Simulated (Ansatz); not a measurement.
Geometry relaxation, with input and output: Gd (part 2 of 2)

Continued. System: Gd (2 atoms in the cell). Method: DFT, PBE, PAW with Ansatz's default frozen-core files, scalar-relativistic, spin-polarised (Ansatz 0.2.0); cutoff 420 eV, 12×12×7 k-mesh, Fermi–Dirac smearing of 0.05 eV, collinear spins. Its volume is 0.80 times that of the source entry. It belongs to a series of runs on one base structure; here: shape and atoms relaxed at 0.8 of the volume.

Geometry of the input (Å; fractional positions):
```
3.3853  0.0000  0.0000
-1.6927  2.9318  0.0000
0.0000  0.0000  5.4215
Gd 0.3333  0.6667  0.2500
Gd 0.6667  0.3333  0.7500
```

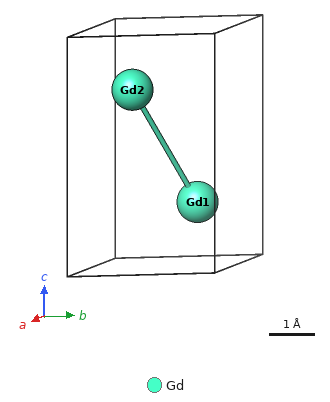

Figure 1. The geometry at step 2 of the log (ball-and-stick view of the cell of the calculation, seen slightly off an axis; atoms are numbered from 1 in the order of the input).

```
basis re-selected at this cell: Δ(F+E_penalty+E_count) = +2.596e-6 eV, ΔP = +0.002 GPa vs the last step (what re-selecting the basis moved, of the pressure what is left beyond the Pulay correction that the steps carried, after the strain that the cell walked since its last selection, with what the two solves' SCF thresholds leave and, on support functions, any second-order correction that the steps lacked; it is no measure of the basis error at this ecutwfc). This SCF's stress stands 6.18e-2 GPa from its target on what of the cell is left free (relax.cell.stress_tol is 1.10e-1 GPa) and its largest allowed force component is 8.67e-18 eV/Å (relax.f_tol is 5.00e-3 eV/Å): within both
SCF converged after 6 iterations
Magnetization: 14.9808 μB (25.4904 up, 10.5096 down)
Absolute magnetization: 14.9808 μB (∫|ρ↑−ρ↓|, with the PAW one-centre terms)
Spin contamination: 0.0171 ħ² per cell (⟨S²⟩ above its minimum at these occupations)
Per-site moments (μB) at R_I (Å): [(7.255856072917285, 1.38040546229375), (7.255856072917284, 1.38040546229375)]
Free energy (F): -18664.072221 eV
Harris-Foulkes:  -18664.072221 eV  (|F-HF|=7.28e-12)
Internal energy: -18664.040600 eV  (E = F + TS)
E sigma→0 (E₀):  -18664.056410 eV
Entropy (-TS):   -0.031621 eV (-15.810 meV/atom)
Fermi energy:    15.425370 eV
--- Per-component energies (eV) ---
  E_band       = 60.542859
  E_kinetic    = 814.799304
  E_local      = -3768.925235  (includes V_loc(G=0)·N_el)
  E_nonlocal   = 577.394002
  E_hartree    = 1577.264051
  E_xc         = -469.798922
  E_vxc        = -510.366494  (∫ρ·V_xc dr)
  E_paw        = -12898.064117  (= ΣΔE_a)
  E_vpaw       = -206.886713  (= ΣTr[D̂ρ^β])
  E_aug_tail   = 0.000000  (compensation charges beyond the density's cutoff)
  E_ewald      = -4496.709683
  E_smearing   = -0.031621  (= −TS)
  E_closure    = 0.000000  (closes the sum)
  Σ components = -18664.072221   (vs F -18664.072221, Δ=0.00e0)
--- Forces (eV/Å), atoms counted from 1 ---
  atom   1  Gd    -0.00000000    -0.00000000     0.00000000
  atom   2  Gd     0.00000000     0.00000000     0.00000000
  max |Σ_I F_I| component: 1.16e-18 eV/Å
--- Stress (GPa, compression-positive) ---
       10.450285       0.000000       0.000000
        0.000000      10.450285       0.000000
        0.000000       0.000000      10.543039
  P = ⅓ Tr σ = 10.4812 GPa (104.812 kbar)
--- Band table (eV; the first three rows and the last of 152) ---
  k-point 0 ↑: bands = ["-29.4928", "-29.3323", "-7.6328", "-6.4783", "-6.4783", "-6.2943", "-6.2943", "-6.2684", "10.1861", "10.9469", "10.9519", "10.9607", "11.0547", "11.0547", "11.0716", "11.0716", "11.0942", "11.0942", "11.1111", "11.1688", "11.1688", "11.2127", "11.2207", "12.6309", "16.9109", "16.9109", "17.0183", "17.4534", "17.7015", "17.7015"]
  k-point 1 ↑: bands = ["-29.4850", "-29.3404", "-7.5719", "-6.4693", "-6.4693", "-6.3441", "-6.3036", "-6.3036", "10.3695", "10.9301", "10.9536", "10.9762", "11.0355", "11.0355", "11.0782", "11.0782", "11.0990", "11.0990", "11.1061", "11.1803", "11.1803", "11.2131", "11.2203", "12.6367", "16.8219", "16.8219", "16.8704", "17.1221", "17.5617", "17.5617"]
  k-point 2 ↑: bands = ["-29.4631", "-29.3630", "-7.3982", "-6.5508", "-6.4441", "-6.4441", "-6.3294", "-6.3294", "10.8562", "10.9373", "10.9417", "11.0073", "11.0209", "11.0209", "11.0507", "11.0507", "11.0915", "11.1363", "11.1363", "11.1935", "11.1935", "11.2142", "11.2192", "12.5711", "16.4681", "16.5096", "16.7153", "16.7153", "17.2488", "17.2488"]
  k-point 75 ↓: bands = ["-26.1383", "-26.1383", "-5.0996", "-5.0996", "-4.8372", "-4.7221", "-4.1127", "-4.1127", "15.0610", "15.0839", "15.0839", "15.4148", "16.1220", "16.1220", "16.1685", "16.1685", "16.1815", "16.2147", "16.3503", "16.3503", "16.4624", "16.4624", "16.6634", "16.6653", "16.6883", "16.6883", "17.5989", "17.5989", "19.3337", "19.8670"]
--- Relaxed structure (2 steps of the walk, 2 accepted, 1 SCFs on fresh bases) ---
  F+E_penalty+E_count = -18664.07222073 eV   max|allowed force component| = 8.674e-18 eV/Å   (the final SCF, on the basis selected at the relaxed cell)
  cell:  # Å, volume = 53.8086 Å³
    - [3.3806322018508452, 2.8827353210430175e-11, -2.878327741237829e-35]
    - [-1.6903161009503878, 2.92771336764014, 1.4391638706401706e-35]
    - [-4.6095293778632554e-35, 0.0, 5.436574586479611]
  atoms:
    - { symbol: Gd, position: [0.33333333333333326, 0.6666666666666666, 0.24999999999999994] }
    - { symbol: Gd, position: [0.6666666666666665, 0.33333333333333326, 0.75] }
```

File rho_z.tsv
```
# z_ang	rho[e/angstrom^3]	rho_spin[e/angstrom^3]
# format = ansatz-planar-average/11
# lattice	3.380632202	0.000000000	-0.000000000
# lattice	-1.690316101	2.927713368	0.000000000
# lattice	-0.000000000	0.000000000	5.436574586
# sites	2
# site	64	-0.000000000	1.951808912	1.359143647
# site	64	1.690316101	0.975904456	4.077430940
0.000000	1.397945e-1	1.972036e-2
0.135914	1.464797e-1	2.048275e-2
0.271829	1.696700e-1	2.320975e-2
0.407743	2.190461e-1	2.953930e-2
0.543657	3.114609e-1	4.584466e-2
0.679572	4.687687e-1	9.160795e-2
0.815486	7.046072e-1	2.000413e-1
0.951401	1.000394e0	3.927765e-1
1.087315	1.295164e0	6.409657e-1
1.223229	1.510501e0	8.576347e-1
1.359144	1.588779e0	9.442393e-1
1.495058	1.510501e0	8.576347e-1
1.630972	1.295164e0	6.409657e-1
1.766887	1.000394e0	3.927765e-1
1.902801	7.046072e-1	2.000413e-1
2.038715	4.687687e-1	9.160795e-2
2.174630	3.114609e-1	4.584466e-2
2.310544	2.190461e-1	2.953930e-2
2.446459	1.696700e-1	2.320975e-2
2.582373	1.464797e-1	2.048275e-2
2.718287	1.397945e-1	1.972036e-2
2.854202	1.464797e-1	2.048275e-2
2.990116	1.696700e-1	2.320975e-2
3.126030	2.190461e-1	2.953930e-2
3.261945	3.114609e-1	4.584466e-2
3.397859	4.687687e-1	9.160795e-2
3.533773	7.046072e-1	2.000413e-1
3.669688	1.000394e0	3.927765e-1
3.805602	1.295164e0	6.409657e-1
3.941517	1.510501e0	8.576347e-1
4.077431	1.588779e0	9.442393e-1
4.213345	1.510501e0	8.576347e-1
4.349260	1.295164e0	6.409657e-1
4.485174	1.000394e0	3.927765e-1
4.621088	7.046072e-1	2.000413e-1
4.757003	4.687687e-1	9.160795e-2
4.892917	3.114609e-1	4.584466e-2
5.028831	2.190461e-1	2.953930e-2
5.164746	1.696700e-1	2.320975e-2
5.300660	1.464797e-1	2.048275e-2
```

File v_z.tsv
```
# z_ang	v_es[eV]	v_tot_up[eV]	v_tot_dn[eV]
# format = ansatz-planar-average/11
# xc	pbe
# density_cutoff_ev	1680
# datasets	Gd=:simpson_from_first_knot:soft
# lattice	3.380632202	0.000000000	-0.000000000
# lattice	-1.690316101	2.927713368	0.000000000
# lattice	-0.000000000	0.000000000	5.436574586
# sites	2
# site	64	-0.000000000	1.951808912	1.359143647
# site	64	1.690316101	0.975904456	4.077430940
0.000000	1.506065e1	6.389301e0	6.881045e0
0.135914	1.482789e1	6.083167e0	6.577859e0
0.271829	1.405423e1	5.053240e0	5.554716e0
0.407743	1.257535e1	3.081479e0	3.607288e0
0.543657	1.044323e1	2.427375e-1	8.111916e-1
0.679572	8.005514e0	-3.036647e0	-2.424080e0
0.815486	5.648762e0	-6.278023e0	-5.622670e0
0.951401	3.620671e0	-9.116648e0	-8.417291e0
1.087315	2.051291e0	-1.131596e1	-1.057400e1
1.223229	1.043934e0	-1.271005e1	-1.193705e1
1.359144	6.939709e-1	-1.318776e1	-1.240316e1
1.495058	1.043934e0	-1.271005e1	-1.193705e1
1.630972	2.051291e0	-1.131596e1	-1.057400e1
1.766887	3.620671e0	-9.116648e0	-8.417291e0
1.902801	5.648762e0	-6.278023e0	-5.622670e0
2.038715	8.005514e0	-3.036647e0	-2.424080e0
2.174630	1.044323e1	2.427375e-1	8.111916e-1
2.310544	1.257535e1	3.081479e0	3.607288e0
2.446459	1.405423e1	5.053240e0	5.554716e0
2.582373	1.482789e1	6.083167e0	6.577859e0
2.718287	1.506065e1	6.389301e0	6.881045e0
2.854202	1.482789e1	6.083167e0	6.577859e0
2.990116	1.405423e1	5.053240e0	5.554716e0
3.126030	1.257535e1	3.081479e0	3.607288e0
3.261945	1.044323e1	2.427375e-1	8.111916e-1
3.397859	8.005514e0	-3.036647e0	-2.424080e0
3.533773	5.648762e0	-6.278023e0	-5.622670e0
3.669688	3.620671e0	-9.116648e0	-8.417291e0
3.805602	2.051291e0	-1.131596e1	-1.057400e1
3.941517	1.043934e0	-1.271005e1	-1.193705e1
4.077431	6.939709e-1	-1.318776e1	-1.240316e1
4.213345	1.043934e0	-1.271005e1	-1.193705e1
4.349260	2.051291e0	-1.131596e1	-1.057400e1
4.485174	3.620671e0	-9.116648e0	-8.417291e0
4.621088	5.648762e0	-6.278023e0	-5.622670e0
4.757003	8.005514e0	-3.036647e0	-2.424080e0
4.892917	1.044323e1	2.427375e-1	8.111916e-1
5.028831	1.257535e1	3.081479e0	3.607288e0
5.164746	1.405423e1	5.053240e0	5.554716e0
5.300660	1.482789e1	6.083167e0	6.577859e0
```

Trajectory as extended XYZ (Å, eV, eV/Å), 3 frames, from step=1 to step=3
```
2
Lattice="3.3853 0.0000 0.0000 -1.6927 2.9318 0.0000 0.0000 0.0000 5.4215" Properties=species:S:1:pos:R:3:forces:R:3 step=1 energy=-18664.07201 pressure_GPa=10.49
Gd    0.0000    1.9545    1.3554    0.0000   0.0000   0.0000
Gd    1.6927    0.9773    4.0661    0.0000   0.0000   0.0000
2
Lattice="3.3806 0.0000 0.0000 -1.6903 2.9277 0.0000 0.0000 0.0000 5.4366" Properties=species:S:1:pos:R:3:forces:R:3 step=2 energy=-18664.07222 pressure_GPa=10.48
Gd    0.0000    1.9518    1.3591    0.0000   0.0000   0.0000
Gd    1.6903    0.9759    4.0774    0.0000   0.0000   0.0000
2
Lattice="3.3806 0.0000 0.0000 -1.6903 2.9277 0.0000 0.0000 0.0000 5.4366" Properties=species:S:1:pos:R:3:forces:R:3 step=3 energy=-18664.07222 pressure_GPa=10.48
Gd    0.0000    1.9518    1.3591    0.0000   0.0000   0.0000
Gd    1.6903    0.9759    4.0774    0.0000   0.0000   0.0000
```

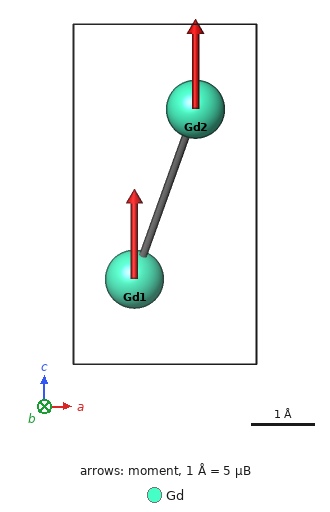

Figure 2. Magnetic moments of the sites as red arrows (ball-and-stick view of the cell of the calculation, along the b axis; atoms are numbered from 1 in the order of the input); small moments hardly show. The run is collinear, so the axis drawn is arbitrary. Site moments: Gd1, Gd2 (7.26 μB). They are counted near the atoms and needn't add up to the moment of the cell.

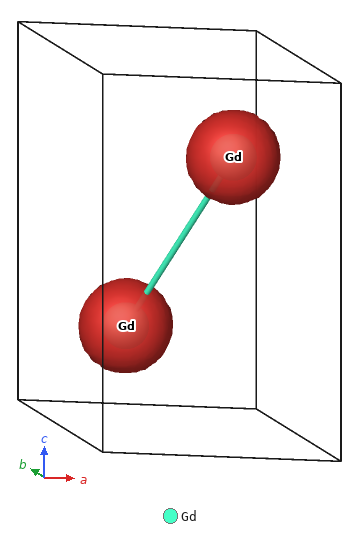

Figure 3. Isosurface of the magnetisation density (up minus down) at +1.5 e/Å³ (red), seen slightly off an axis. Sticks mark near contacts. The outline is the cell set on symmetry axes. The cell of the calculation (2 atoms) carries 15.0 μB net. Core electrons are frozen (PAW), so the fields are smoothed inside the atomic spheres.

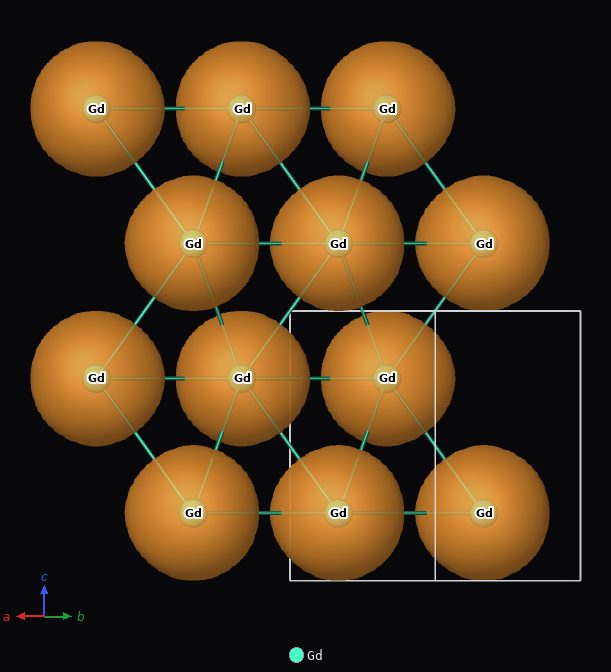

Figure 4. Isosurface of the valence pseudo-density at 0.2 e/Å³ (orange), seen along [110]. Sticks mark near contacts. The outline is the cell set on symmetry axes. At this value the density breaks into separate islands; it holds about 85 % of the electrons treated as valence (semicore included). It is pinched off along the Gd–Gd (3.35 Å) contacts. On the grid the lowest density along these lines, outside the cores, is 0.13 e/Å³ (Gd–Gd, 3.35 Å).
